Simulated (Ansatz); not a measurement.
Run report: Co, geometry relaxation (part 2 of 2)

The same run, continued: Co (1 atom in the cell); DFT, PBE, plane waves, PAW, spin-polarised (Ansatz 0.2.0); cutoff 420 eV, 20×20×20 k-mesh, Gaussian smearing of 0.1 eV, collinear spins. The structure derives from a Materials Project entry.

Geometry of the input (Å; fractional positions):
```
0.0000  1.7567  1.7567
1.7567  0.0000  1.7567
1.7567  1.7567  0.0000
Co 0.0000  0.0000  0.0000
```

**What the program printed, continued**
```
relax step   3: F+E_penalty+E_count = -5126.13880519 eV  Δ(F+E_penalty+E_count) = -4.271e-5 eV  max|allowed force component| = 0.000e0 eV/Å  Δτ_max = 0.0000 Å  P = +0.002 GPa  Ω = 10.917 Å³  energy of the carried Pulay correction = -8.578e-5 eV  (7 SCF iters, dr2 threshold 1.00e-7 eV, accepted)
Initial wavefunctions: pseudopotential atomic-orbital guess (no wavefunctions were taken with the density)
iter 1 solved again at ethr=3.70e-9 eV; its pass at ethr=3.10e-3 eV (dr2=6.28e-7 eV) is discarded
SCF iter   1: F=—  HF=-5126.138894 eV  |F-HF|=—  |Δ(HF+E_count)|=         —  Δρ=3.83e-5 (↑2.56e-5 ↓3.83e-5)  dr2=1.11e-7  dr2_m=6.18e-9  M=1.658 μB ∫|m|=1.807 μB  β_m=0.65  ethr=3.70e-9  ⟨swp⟩=3.2  Hψ=173683  notcnv=0
preconditioner: auto → none  [metal: Δε(μ)=0.003 eV  Ē_g=15.893 eV  σ=0.100 eV  W_gap=0.02  n_scr=0 (ndim 8)  ℏωp=33.7 eV  f_vac=0.000  D(μ)=1.22/eV (n_scr^D=14)]
SCF iter   2: F=—  HF=-5126.138894 eV  |F-HF|=—  |Δ(HF+E_count)|=   6.83e-9  Δρ=1.16e-5 (↑1.16e-5 ↓7.92e-6)  dr2=2.32e-8  dr2_m=1.33e-9  M=1.658 μB ∫|m|=1.807 μB  β_m=0.52  ethr=6.51e-10  ⟨swp⟩=2.1  Hψ=28615  notcnv=0
SCF iter   3: F=—  HF=-5126.138894 eV  |F-HF|=—  |Δ(HF+E_count)|=   2.41e-8  Δρ=1.35e-5 (↑1.35e-5 ↓9.62e-6)  dr2=2.07e-8  dr2_m=6.09e-10  M=1.658 μB ∫|m|=1.807 μB  β_m=0.46  ethr=1.36e-10  ⟨swp⟩=2.0  Hψ=34879  notcnv=0
SCF iter   4: F=—  HF=-5126.138894 eV  |F-HF|=—  |Δ(HF+E_count)|=  8.22e-10  Δρ=3.51e-6 (↑1.17e-6 ↓3.51e-6)  dr2=1.24e-9  dr2_m=3.41e-10  M=1.658 μB ∫|m|=1.807 μB  β_m=0.73  ethr=1.22e-10  ⟨swp⟩=2.4  Hψ=33889  notcnv=0
SCF iter   5: F=—  HF=-5126.138894 eV  |F-HF|=—  |Δ(HF+E_count)|=   1.14e-8  Δρ=1.96e-6 (↑1.96e-6 ↓7.51e-7)  dr2=8.12e-11  dr2_m=1.71e-10  M=1.658 μB ∫|m|=1.807 μB  β_m=0.86  ethr=7.29e-12  ⟨swp⟩=2.0  Hψ=34827  notcnv=0
SCF iter   6: F=—  HF=-5126.138894 eV  |F-HF|=—  |Δ(HF+E_count)|=  1.18e-11  Δρ=1.04e-6 (↑5.73e-7 ↓1.04e-6)  dr2=1.55e-10  dr2_m=7.18e-12  M=1.658 μB ∫|m|=1.807 μB  β_m=0.78  ethr=1.00e-12  ⟨swp⟩=2.3  Hψ=31469  notcnv=0
SCF iter   7: F=—  HF=-5126.138894 eV  |F-HF|=—  |Δ(HF+E_count)|=  6.73e-11  Δρ=6.54e-8 (↑6.54e-8 ↓6.40e-8)  dr2=7.72e-13  dr2_m=4.92e-14  M=1.658 μB ∫|m|=1.807 μB  β_m=0.89  ethr=1.00e-12  ⟨swp⟩=2.3  Hψ=30158  notcnv=0
SCF iter   8: F=-5126.138894 eV  HF=-5126.138894 eV  |F-HF|=9.09e-13  |Δ(HF+E_count)|=    0.00e0  Δρ=1.95e-8 (↑8.75e-9 ↓1.95e-8)  dr2=3.34e-14  dr2_m=1.18e-14  M=1.658 μB ∫|m|=1.807 μB  ethr=1.00e-12  ⟨swp⟩=3.0  Hψ=74015  notcnv=0
SCF 4 converged in 8 iterations: F = -5126.138894 eV  dr2 = 3.34e-14
relax step   4: F+E_penalty+E_count = -5126.13889372 eV  Δ(F+E_penalty+E_count) = -8.852e-5 eV  max|allowed force component| = 0.000e0 eV/Å  Δτ_max = 0.0000 Å  P = +0.013 GPa  Ω = 10.917 Å³  stress off target by 3.57e-2 GPa  SCF on the basis re-selected at this cell (its energy is not comparable with the rows above)  (8 SCF iters)
```

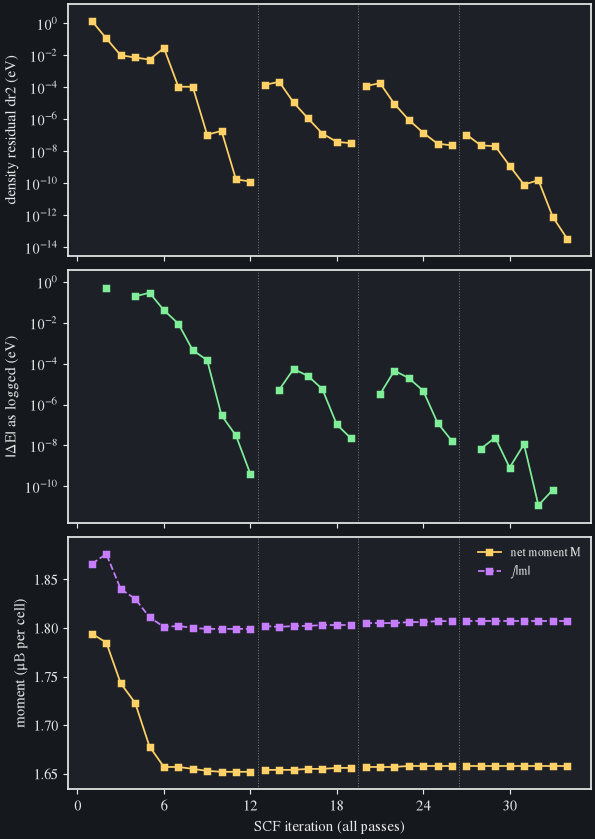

Figure 1. Convergence of the self-consistent field: density residual dr2, size of the energy change and magnetic moment against the SCF iteration. The dotted lines part the SCF passes of the relaxation: geometry steps, rejected trials and re-solves on a re-selected basis. The passes take 12, 7, 7 and 8 iterations. The net moment goes from 1.8 to 1.7 μB per cell.

```
basis re-selected at this cell: Δ(F+E_penalty+E_count) = -8.852e-5 eV, ΔP = +0.012 GPa vs the last step (what re-selecting the basis moved, of the pressure what is left beyond the Pulay correction that the steps carried, after the strain that the cell walked since its last selection, with what the two solves' SCF thresholds leave and, on support functions, any second-order correction that the steps lacked; it is no measure of the basis error at this ecutwfc). This SCF's stress stands 3.57e-2 GPa from its target on what of the cell is left free (relax.cell.stress_tol is 5.00e-2 GPa) and its largest allowed force component is 0.00e0 eV/Å (relax.f_tol is 5.00e-3 eV/Å): within both
SCF converged after 8 iterations
Magnetization: 1.6584 μB (9.3292 up, 7.6708 down)
Absolute magnetization: 1.8071 μB (∫|ρ↑−ρ↓|, with the PAW one-centre terms)
Spin contamination: 0.0263 ħ² per cell (⟨S²⟩ above its minimum at these occupations)
Per-site moments (μB) at R_I (Å): [(1.7266244320297883, 1.0266952109452407)]
Free energy (F): -5126.138894 eV
Harris-Foulkes:  -5126.138894 eV  (|F-HF|=9.09e-13)
Internal energy: -5126.132818 eV  (E = F + TS)
E sigma→0 (E₀):  -5126.135856 eV
Entropy (-TS):   -0.006076 eV (-6.076 meV/atom)
Fermi energy:    18.672212 eV
--- Per-component energies (eV) ---
  E_band       = -246.227052
  E_kinetic    = 453.390552
  E_local      = -2840.771163  (includes V_loc(G=0)·N_el)
  E_nonlocal   = 454.135278
  E_hartree    = 1190.268628
  E_xc         = -158.950904
  E_vxc        = -205.111453  (∫ρ·V_xc dr)
  E_paw        = -1515.108986  (= ΣΔE_a)
  E_vpaw       = -488.407642  (= ΣTr[D̂ρ^β])
  E_aug_tail   = 0.000108  (compensation charges beyond the density's cutoff)
  E_ewald      = -2709.096330
  E_smearing   = -0.006076  (= −TS)
  E_closure    = 0.000000  (closes the sum)
  Σ components = -5126.138894   (vs F -5126.138894, Δ=0.00e0)
--- Forces (eV/Å), atoms counted from 1 ---
  atom   1  Co    -0.00000000    -0.00000000    -0.00000000
  max |Σ_I F_I| component: 5.75e-32 eV/Å
--- Stress (GPa, compression-positive) ---
        0.013267       0.011226       0.011226
        0.011226       0.013267       0.011226
        0.011226       0.011226       0.013267
  P = ⅓ Tr σ = 0.0133 GPa (0.133 kbar)
--- Band table (eV; the first three rows and the last of 1540) ---
  k-point 0 ↑: bands = ["-77.5312", "-40.6080", "-40.6025", "-40.6025", "9.5792", "15.9126", "15.9348", "15.9348", "16.9602", "16.9602", "41.3544", "45.1374", "45.5686", "45.5686"]
  k-point 1 ↑: bands = ["-77.5296", "-40.6158", "-40.6072", "-40.6032", "9.7113", "15.8768", "15.9642", "15.9682", "16.9294", "16.9637", "41.0610", "43.8847", "44.8317", "45.7456"]
  k-point 2 ↑: bands = ["-77.5254", "-40.6395", "-40.6124", "-40.6061", "10.0364", "15.7932", "16.0338", "16.0360", "16.8888", "16.9595", "39.7977", "42.5639", "44.3834", "45.5513"]
  k-point 769 ↓: bands = ["-75.3735", "-38.8758", "-38.5940", "-38.5892", "14.3799", "17.4368", "17.5604", "18.0115", "19.8035", "20.1258", "25.7135", "39.4051", "42.4900", "42.8386"]
--- Relaxed structure (3 steps of the walk, 3 accepted, 1 SCFs on fresh bases) ---
  F+E_penalty+E_count = -5126.13889372 eV   max|allowed force component| = 0.000e0 eV/Å   (the final SCF, on the basis selected at the relaxed cell)
  cell:  # Å, volume = 10.9170 Å³
    - [0.0015311335047547042, 1.7614902750105308, 1.7614902750105308]
    - [1.7614902750105308, 0.0015311335047547036, 1.7614902750105308]
    - [1.7614902750105308, 1.7614902750105308, 0.001531133504754704]
  atoms:
    - { symbol: Co, position: [0.0, 0.0, 0.0] }
```

**Trajectory as extended XYZ (Å, eV, eV/Å), 4 frames, from step=1 to step=4**
```
1
Lattice="0.0000 1.7567 1.7567 1.7567 0.0000 1.7567 1.7567 1.7567 0.0000" Properties=species:S:1:pos:R:3:forces:R:3 step=1 energy=-5126.13853 pressure_GPa=1.49
Co    0.0000    0.0000    0.0000    0.0000   0.0000   0.0000
1
Lattice="0.0006 1.7591 1.7591 1.7591 0.0006 1.7591 1.7591 1.7591 0.0006" Properties=species:S:1:pos:R:3:forces:R:3 step=2 energy=-5126.13876 pressure_GPa=0.71
Co    0.0000    0.0000    0.0000    0.0000   0.0000   0.0000
1
Lattice="0.0015 1.7615 1.7615 1.7615 0.0015 1.7615 1.7615 1.7615 0.0015" Properties=species:S:1:pos:R:3:forces:R:3 step=3 energy=-5126.13880 pressure_GPa=0.00
Co    0.0000    0.0000    0.0000    0.0000   0.0000   0.0000
1
Lattice="0.0015 1.7615 1.7615 1.7615 0.0015 1.7615 1.7615 1.7615 0.0015" Properties=species:S:1:pos:R:3:forces:R:3 step=4 energy=-5126.13889 pressure_GPa=0.01
Co    0.0000    0.0000    0.0000    0.0000   0.0000   0.0000
```

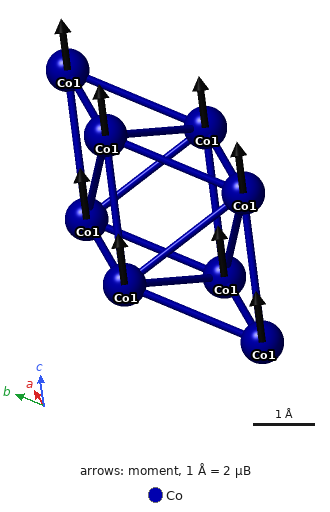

Figure 2. Magnetic moments of the sites as black arrows (ball-and-stick view of the reduced cell, seen at an oblique angle; atoms are numbered from 1 in the order of the input); small moments hardly show. The run is collinear, so the axis drawn is arbitrary. Site moments: Co1 (1.73 μB). They are counted near the atoms and needn't add up to the moment of the cell.

**Key numbers**

| quantity | value |
| --- | --- |
| outcome | converged |
| space group (tolerance 0.01 Å) | Fm-3m (225) |
| electrons treated | 17 |
| free energy | −5126.1389 eV |
| Fermi energy | 18.672 eV |
| gap on the k-point mesh | none (metallic) |
| net moment of the cell | 1.66 μB |
| integrated absolute moment | 1.81 μB |
| pressure | 0.01 GPa |
| final volume | 10.92 Å³ |
| largest force (length of the vector) at the end | under 0.001 eV/Å |
| final cell | a = 2.491 Å, b = 2.491 Å, c = 2.491 Å, α = 59.94°, β = 59.94°, γ = 59.94° |
| hardware | 1 thread of Arm Neoverse V2, 240 GiB of memory available, shared host |
| wall time | 82 s |
| peak memory | 0.56 GiB |

**Remarks**

Settings chosen away from the usual ones: kpoints.mp_grid.shift set to [0.5, 0.5, 0.5]. Warnings of the run: the k-point mesh lowers the symmetry that the run can use.
